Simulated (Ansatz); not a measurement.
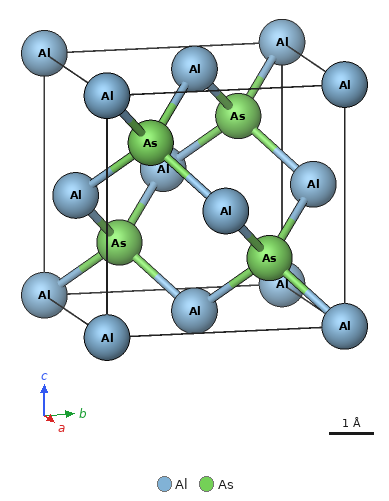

Lattice vibrations of a crystal of AlAs, space group F-43m (No. 216), at the zone centre. A ball-and-stick model of the conventional cell (4 times the calculation's cell), seen slightly off an axis. Lengths and directions refer to the drawn axes.

The calculation used Ansatz 0.2.0, DFT LDA, scalar-relativistic, plane waves, PAW.

Input file:
```yaml
crystal:
  lattice:
    - [0.0, 2.8145444734, 2.8145444734]
    - [2.8145444734, 0.0, 2.8145444734]
    - [2.8145444734, 2.8145444734, 0.0]
  atoms:
    - { symbol: Al, position: [0.0, 0.0, 0.0] }
    - { symbol: As, position: [0.75, 0.75, 0.75] }
basis:
  ecutwfc: 420
kpoints:
  mp_grid: { grid: [8, 8, 8] }
hamiltonian:
  xc: lda
scf:
  occupations: { method: fixed }
output:
  eigenvalues: true
phonons:
  method: dfpt
  dielectric: true
  rigid_motions: translations
  eigenvectors: true
```

Run as
```bash
ansatz run input.yaml --threads 1 --pin off --max-ram 3072MiB --backend cpu --events-out ev --progress --plain --runs-dir out
```

Frequencies are those without the non-analytic (LO–TO) term.

### Which optical modes does it have, at what frequencies, and is it stable there?

The calculation's cell holds 2 atoms, so there are 3 optical modes, in 1 level. The optical modes span T₂. No level is unstable.

| level | symmetry | frequency (cm⁻¹) | activity |
| --- | --- | --- | --- |
| 1 | T₂ | 358 | infrared- and Raman-active |

The modes drawn as arrows (one member of each degenerate set):

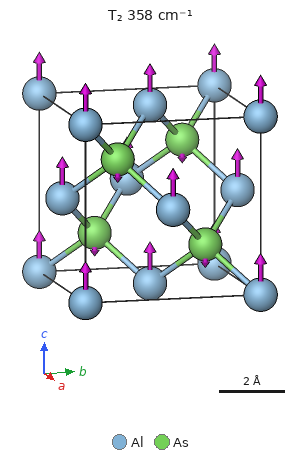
